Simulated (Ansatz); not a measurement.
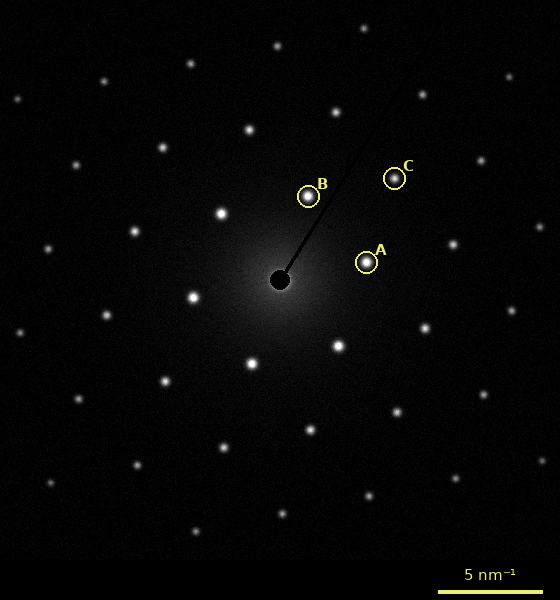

The pattern is a kinematic simulation for 100 kV electrons (no multiple scattering; isotropic B = 0.8 Å²). The zone axis points towards the electron source and the pattern is seen from the source side.

Ta, space group Im-3m (No. 229), a = 3.32 Å. Structure: coordinates from a relaxation with DFT PBE, scalar-relativistic, plane waves, PAW (Ansatz 0.2.0); the starting structure was generated, so it need not be a known form of this composition.

Spot A is indexed 0 -1 1 and spot B 1 -1 0.

> Index the other marked spot.

C = A + B = 1 -2 1 (d = 1.355 Å).

> Give [uvw].

The cross product of A and B is parallel to [111]; every spot obeys hu + kv + lw = 0.
